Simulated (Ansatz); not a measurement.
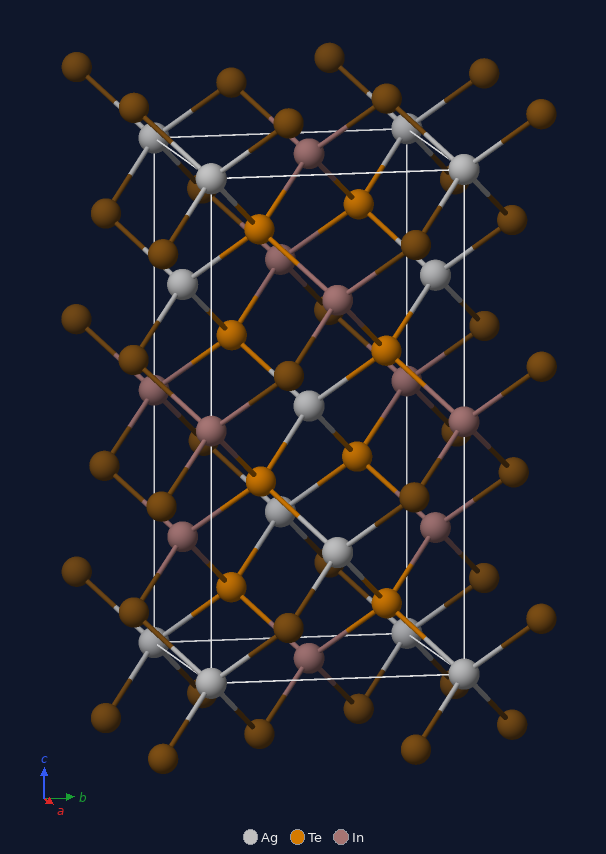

This ball-and-stick model is shown slightly off an axis. One conventional unit cell is outlined, and atoms on its boundary appear in each equivalent place. Periodic images bonded to atoms of the box are shown as well, in fainter colours.

InAgTe₂, chalcopyrite, space group I-42d (No. 122), a = 6.514 Å, b = 6.514 Å, c = 12.851 Å, α = 90.00°, β = 90.00°, γ = 90.00°. The initial geometry was a structure type filled with these elements by a generator (whether the compound takes this form wasn't checked). Earlier steps of the study may have refined or changed the cell and positions. It was run through Ansatz as a DFT input.

This one geometry was computed with Ansatz (DFT, plane waves, PAW) at five levels of theory: PBE0, LDA, HSE06, r2SCAN and PBE. It was relaxed beforehand with r2SCAN.

**Which level gives the highest pressure at this volume, and what does that say about its equilibrium volume?**

Highest: PBE (1.2 GPa), which points to the largest equilibrium volume. Lowest, with the smallest volume: LDA (-2.7 GPa). Levels within 0.5 GPa of each other can't be told apart.

**How does the band gap change with the level of theory?**

LDA: a gap of 0.06 eV, direct; PBE: a gap of 0.15 eV, direct; r2SCAN: a gap of 0.55 eV, direct; HSE06: a gap of 0.96 eV, direct; PBE0: a gap of 1.53 eV, direct.

**Collect the results in a table.**

| level | cutoff (eV) | k-mesh of the run's cell | gap (eV) | pressure (GPa) |
| --- | --- | --- | --- | --- |
| PBE0 | 420 | 4×4×4 | 1.53 | -0.1 |
| LDA | 420 | 6×6×6 | 0.06 | -2.7 |
| HSE06 | 420 | 4×4×4 | 0.96 | 0.1 |
| r2SCAN | 500 | 6×6×6 | 0.55 | 0.0 |
| PBE | 420 | 6×6×6 | 0.15 | 1.2 |

Gaps are taken on the k-mesh or band path of each run.
